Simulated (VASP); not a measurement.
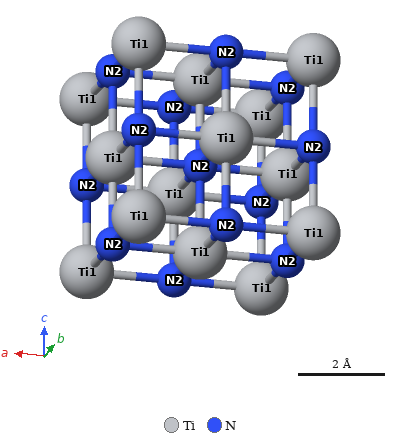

Figure 1. The structure as given in the input (ball-and-stick view of the cell 4 times as large as that of the calculation, set on its symmetry axes, seen at an oblique angle; atoms are numbered from 1 in the order of the input). Near neighbours in the crystal (not all of them lie inside the picture): Ti has 6 N at 2.12 Å; N has 6 Ti at 2.12 Å.

**Run report: TiN, geometry relaxation (part 1 of 2)**

System: TiN (Fm-3m, 2 atoms in the cell).
Method: Kohn-Sham DFT of a periodic cell, RPBE, VASP PAW PBE potentials, recommended, no spin polarisation (VASP 6.6.1).

The structure derives from an entry of the Crystallography Open Database.

OSZICAR:
```
N       E                     dE             d eps       ncg     rms          rms(c)
DAV:   1     0.155997540959E+03    0.15600E+03   -0.97330E+03  3484   0.186E+03
DAV:   2    -0.976134528497E+01   -0.16576E+03   -0.15882E+03  3660   0.448E+02
DAV:   3    -0.230599232975E+02   -0.13299E+02   -0.12937E+02  4288   0.125E+02
DAV:   4    -0.237572779814E+02   -0.69735E+00   -0.69432E+00  4936   0.267E+01
DAV:   5    -0.237740777668E+02   -0.16800E-01   -0.16799E-01  4408   0.371E+00    0.181E+01
DAV:   6    -0.189302676410E+02    0.48438E+01   -0.30975E+01  4300   0.716E+01    0.637E+00
DAV:   7    -0.186875824056E+02    0.24269E+00   -0.32634E+00  4096   0.236E+01    0.474E+00
DAV:   8    -0.187272468082E+02   -0.39664E-01   -0.84883E-01  3816   0.137E+01    0.278E+00
DAV:   9    -0.186699260310E+02    0.57321E-01   -0.14594E-01  3824   0.598E+00    0.122E+00
DAV:  10    -0.186638811278E+02    0.60449E-02   -0.60281E-02  3776   0.367E+00    0.365E-01
DAV:  11    -0.186632869263E+02    0.59420E-03   -0.40143E-03  4308   0.765E-01    0.183E-01
DAV:  12    -0.186630897508E+02    0.19718E-03   -0.94650E-04  4348   0.501E-01    0.379E-02
DAV:  13    -0.186630927396E+02   -0.29888E-05   -0.74664E-05  4184   0.102E-01    0.208E-02
DAV:  14    -0.186630908020E+02    0.19376E-05   -0.15910E-05  3876   0.582E-02    0.314E-03
DAV:  15    -0.186630910805E+02   -0.27855E-06   -0.90277E-07  2196   0.124E-02
   1 F= -.18663091E+02 E0= -.18662646E+02  d E =-.186631E+02
       N       E                     dE             d eps       ncg     rms          rms(c)
DAV:   1    -0.193101437462E+02   -0.64705E+00   -0.16742E+01  3500   0.679E+01    0.773E+00
DAV:   2    -0.187283351638E+02    0.58181E+00   -0.30789E+00  3940   0.269E+01    0.228E+00
DAV:   3    -0.186358035496E+02    0.92532E-01   -0.53983E-01  4256   0.699E+00    0.857E-01
DAV:   4    -0.186382407508E+02   -0.24372E-02   -0.13598E-01  3712   0.425E+00    0.476E-01
DAV:   5    -0.186489797914E+02   -0.10739E-01   -0.18953E-02  5404   0.128E+00    0.315E-01
DAV:   6    -0.186514995110E+02   -0.25197E-02   -0.18224E-03  4100   0.313E-01    0.233E-01
DAV:   7    -0.186549634114E+02   -0.34639E-02   -0.60944E-03  5456   0.485E-01    0.691E-02
DAV:   8    -0.186549855707E+02   -0.22159E-04   -0.52776E-04  3916   0.188E-01    0.223E-02
DAV:   9    -0.186549987992E+02   -0.13229E-04   -0.35112E-05  4404   0.594E-02    0.475E-03
DAV:  10    -0.186549995246E+02   -0.72541E-06   -0.39957E-06  4176   0.149E-02
   2 F= -.18655000E+02 E0= -.18654589E+02  d E =0.809156E-02
       N       E                     dE             d eps       ncg     rms          rms(c)
DAV:   1    -0.188795416658E+02   -0.22454E+00   -0.53004E+00  3508   0.365E+01    0.422E+00
DAV:   2    -0.186924914799E+02    0.18705E+00   -0.69642E-01  3728   0.137E+01    0.122E+00
DAV:   3    -0.186697854752E+02    0.22706E-01   -0.13160E-01  4216   0.328E+00    0.436E-01
DAV:   4    -0.186699926112E+02   -0.20714E-03   -0.40264E-02  3700   0.240E+00    0.288E-01
DAV:   5    -0.186728650855E+02   -0.28725E-02   -0.61458E-03  5348   0.842E-01    0.158E-01
DAV:   6    -0.186735134656E+02   -0.64838E-03   -0.82265E-04  3696   0.282E-01    0.179E-01
DAV:   7    -0.186748295441E+02   -0.13161E-02   -0.20846E-03  4832   0.446E-01    0.302E-02
DAV:   8    -0.186748510273E+02   -0.21483E-04   -0.46905E-04  4772   0.153E-01    0.283E-02
DAV:   9    -0.186748571351E+02   -0.61078E-05   -0.13076E-05  4272   0.371E-02    0.244E-02
DAV:  10    -0.186748648129E+02   -0.76779E-05   -0.30520E-05  3628   0.604E-02    0.101E-02
DAV:  11    -0.186748651862E+02   -0.37326E-06   -0.36976E-06  3240   0.230E-02
   3 F= -.18674865E+02 E0= -.18674435E+02  d E =-.117741E-01
```

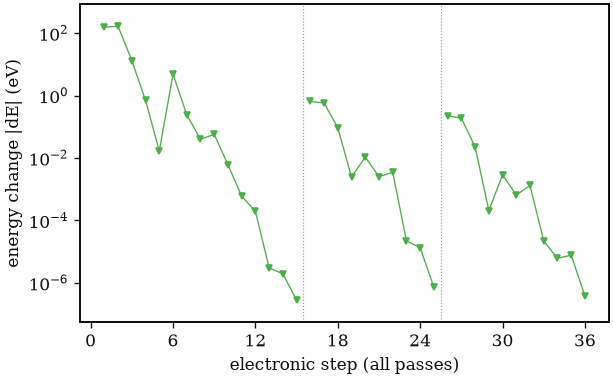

Figure 2. Convergence of the self-consistent field: energy change |dE| against the electronic step. Each stretch between dotted lines is the SCF of one geometry step of a relaxation. The 3 ionic steps take 10 to 15 electronic steps each. The density is held fixed in the first few steps, and dE rises again when its update begins.

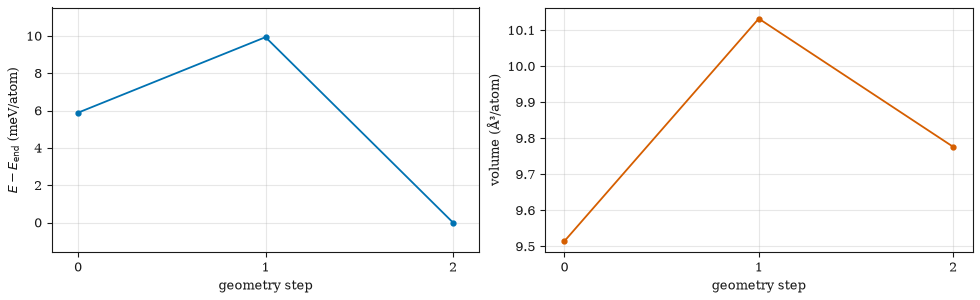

Figure 3. Progress of the relaxation, step by step (steps are counted from 0).

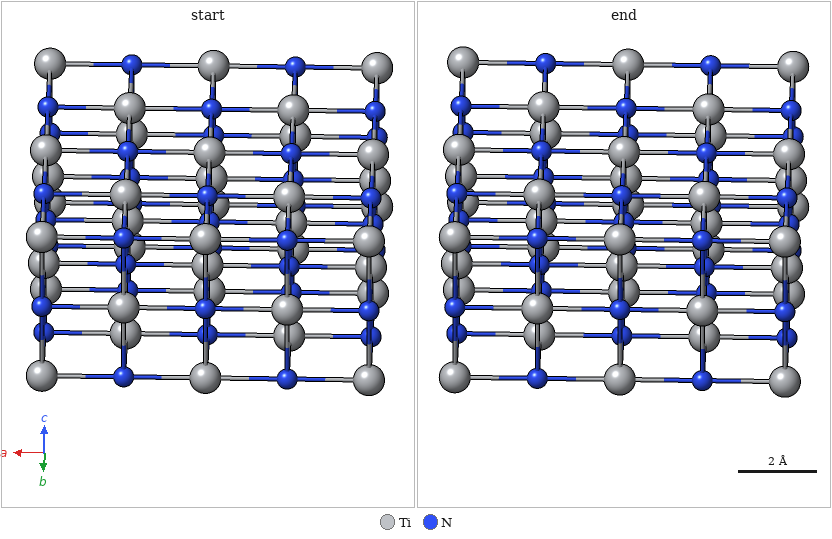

Figure 4. Before (left) and after (right) the relaxation, at one scale (ball-and-stick view of the cell 4 times as large as that of the calculation, set on its symmetry axes, repeated 2 × 2 × 1, seen at an oblique angle). No atom moves by more than 0.005 Å relative to the cell. Cell: a = b = c 4.238 → 4.277 Å (+0.9 %). Volume +2.8 %. Among the contacts that change: Ti1–N2 2.119 → 2.138 Å. The space group stays Fm-3m (No. 225). The energy falls by 5.9 meV per atom in 2 geometry steps. All forces vanish by symmetry, so only the cell relaxes. (Atoms are counted from 1 in the order of the input.)

Parts of OUTCAR:
```
EDIFF = 1E-6
   EDIFFG = -0.01
   ENCUT = 600
   GGA = RP
   IBRION = 2
   ISIF = 3
   ISMEAR = 1
   LASPH = T
   LREAL = F
   NELM = 80
   NSW = 90
   PREC = Accurate

 ion  position               nearest neighbor table
   1  0.000  0.000  0.000-   2 2.12   2 2.12   2 2.12   2 2.12   2 2.12   2 2.12
   2  0.500  0.500  0.500-   1 2.12   1 2.12   1 2.12   1 2.12   1 2.12   1 2.12

  LATTYP: Found a face centered cubic cell.
 ALAT       =     4.2380000000

  Lattice vectors:

 A1 = (   0.0000000000,   2.1190000000,   2.1190000000)
 A2 = (   2.1190000000,   0.0000000000,   2.1190000000)
 A3 = (   2.1190000000,   2.1190000000,   0.0000000000)

Analysis of symmetry for initial positions (statically):
=====================================================================
 Subroutine PRICEL returns:
 Original cell was already a primitive cell.

 Routine SETGRP: Setting up the symmetry group for a
 face centered cubic supercell.

 Subroutine GETGRP returns: Found 48 space group operations
 (whereof 48 operations were pure point group operations)
 out of a pool of 48 trial point group operations.

The static configuration has the point symmetry O_h .

Analysis of symmetry for dynamics (positions and initial velocities):
=====================================================================
 Subroutine PRICEL returns:
 Original cell was already a primitive cell.

 Routine SETGRP: Setting up the symmetry group for a
 face centered cubic supercell.

 Subroutine GETGRP returns: Found 48 space group operations
 (whereof 48 operations were pure point group operations)
 out of a pool of 48 trial point group operations.

The dynamic configuration has the point symmetry O_h .

 Subroutine INISYM returns: Found 48 space group operations
 (whereof 48 operations are pure point group operations),
 and found     1 'primitive' translations

----------------------------------------------------------------------------------------

                                     Primitive cell

  volume of cell :      19.0293

  direct lattice vectors                    reciprocal lattice vectors
     0.000000000  2.119000000  2.119000000    -0.235960359  0.235960359  0.235960359
     2.119000000  0.000000000  2.119000000     0.235960359 -0.235960359  0.235960359
     2.119000000  2.119000000  0.000000000     0.235960359  0.235960359 -0.235960359

  length of vectors
     2.996718539  2.996718539  2.996718539     0.408695330  0.408695330  0.408695330

  position of ions in fractional coordinates (direct lattice)
     0.000000000  0.000000000  0.000000000
     0.500000000  0.500000000  0.500000000

  ion indices of the primitive-cell ions
   primitive index   ion index
                 1           1
                 2           2

----------------------------------------------------------------------------------------

 KPOINTS: k-points

Automatic generation of k-mesh.
 Grid dimensions read from file:
 generate k-points for:   16   16   16

 Generating k-lattice:

  Cartesian coordinates                     Fractional coordinates (reciprocal lattice)
    -0.014747522  0.014747522  0.014747522     0.062500000  0.000000000  0.000000000
     0.014747522 -0.014747522  0.014747522     0.000000000  0.062500000  0.000000000
     0.014747522  0.014747522 -0.014747522     0.000000000  0.000000000  0.062500000

  Length of vectors
     0.025543458  0.025543458  0.025543458

  Shift w.r.t. Gamma in fractional coordinates (k-lattice)
     0.000000000  0.000000000  0.000000000

 Subroutine IBZKPT returns following result:
 ===========================================

 Found    145 irreducible k-points:

 Following reciprocal coordinates:
            Coordinates               Weight
  0.000000  0.000000  0.000000      1.000000
  0.062500  0.000000  0.000000      8.000000
  0.125000  0.000000  0.000000      8.000000
  0.187500  0.000000  0.000000      8.000000
  0.250000  0.000000  0.000000      8.000000
  0.312500  0.000000  0.000000      8.000000
  0.375000  0.000000  0.000000      8.000000
  0.437500  0.000000  0.000000      8.000000
  0.500000  0.000000  0.000000      4.000000
  0.062500  0.062500  0.000000      6.000000
  0.125000  0.062500  0.000000     24.000000
  0.187500  0.062500  0.000000     24.000000
  0.250000  0.062500  0.000000     24.000000
  0.312500  0.062500  0.000000     24.000000
  0.375000  0.062500  0.000000     24.000000
  0.437500  0.062500  0.000000     24.000000
  0.500000  0.062500  0.000000     24.000000
 -0.437500  0.062500  0.000000     24.000000
 -0.375000  0.062500  0.000000     24.000000
 -0.312500  0.062500  0.000000     24.000000
 -0.250000  0.062500  0.000000     24.000000
 -0.187500  0.062500  0.000000     24.000000
 -0.125000  0.062500  0.000000     24.000000
 -0.062500  0.062500  0.000000     12.000000
 [... further k-points ...]
   k-points           NKPTS =    145   k-points in BZ     NKDIM =    145   number of bands    NBANDS=     12
   number of dos      NEDOS =    301   number of ions     NIONS =      2
   total plane-waves  NPLWV =  13824
   dimension x,y,z NGX =    24 NGY =   24 NGZ =   24
   dimension x,y,z NGXF=    48 NGYF=   48 NGZF=   48
   ions per type =               1   1
   NGX,Y,Z   is equivalent  to a cutoff of  13.31, 13.31, 13.31 a.u.
   NGXF,Y,Z  is equivalent  to a cutoff of  26.63, 26.63, 26.63 a.u.
 SYSTEM =  unknown system
   PREC   = accura    normal or accurate (medium, high low for compatibility)
   ISTART =      0    job   : 0-new  1-cont  2-samecut
   ICHARG =      2    charge: 1-file 2-atom 10-const
   ISPIN  =      1    spin polarized calculation?
   LNONCOLLINEAR =      F non collinear calculations
   LSORBIT =      F    spin-orbit coupling
   LASPH  =      T    aspherical Exc in radial PAW
   ENCUT  =  600.0 eV  44.10 Ry    6.64 a.u.   5.99  5.99  5.99*2*pi/ulx,y,z
   NELM   =     80;   NELMIN=  2; NELMDL= -5     # of ELM steps
   EDIFF  = 0.1E-05   stopping-criterion for ELM
   LREAL  =      F    real-space projection
   EDIFFG = -.1E-01   stopping-criterion for IOM
   NSW    =     90    number of steps for IOM
   IBRION =      2    ionic relax: 0-MD 1-quasi-New 2-CG
   NFREE  =      1    steps in history (QN), initial steepest desc. (CG)
   ISIF   =      3    stress and relaxation
   ISYM   =      2    0-nonsym 1-usesym 2-fastsym
   POTIM  = 0.5000    time-step for ionic-motion
   TEBEG  =    0.0;   TEEND  =   0.0 temperature during run
   PSTRESS=    0.0 pullay stress
   NELECT =      17.0000    total number of electrons
   NUPDOWN=      -1.0000    fix difference up-down
   EMIN   =  10.00;   EMAX   =-10.00  energy-range for DOS
   EFERMI =   0.00;   METHOD = LEGACY
   ISMEAR =     1;   SIGMA  =   0.10  broadening in eV -4-tet -1-fermi 0-gaus
   EFERMI_NEDOS =   21; number of points for ismear=-14 and -15
   IALGO  =     38    algorithm
   IMIX   =      4    mixing-type and parameters
     AMIX     =   0.40;   BMIX     =  1.00
     AMIX_MAG =   1.60;   BMIX_MAG =  1.00
  volume/ion in A,a.u.               =       9.51        64.21
  Fermi-wavevector in a.u.,A,eV,Ry     =   1.576704  2.979539 33.824024  2.485996
  Thomas-Fermi vector in A             =   2.677497
   LORBIT       =      0    0 simple, 1 ext, 2 COOP (PROOUT), +10 PAW based schemes
   GGA     = RP    functional components
   LHFCALC =     F    Hartree Fock is set to
   AEXX    =    0.0000 exact exchange contribution
   IVDW    =     0    specifies the selected vdW correction
   LEPSILON=     F    determine dielectric tensor
   LRPA    =     F    only Hartree local field effects (RPA)
 conjugate gradient relaxation of ions
 non-spin polarized calculation
 Methfessel and Paxton  Order N= 1 SIGMA  =   0.10
  energy-cutoff  :      600.00
```
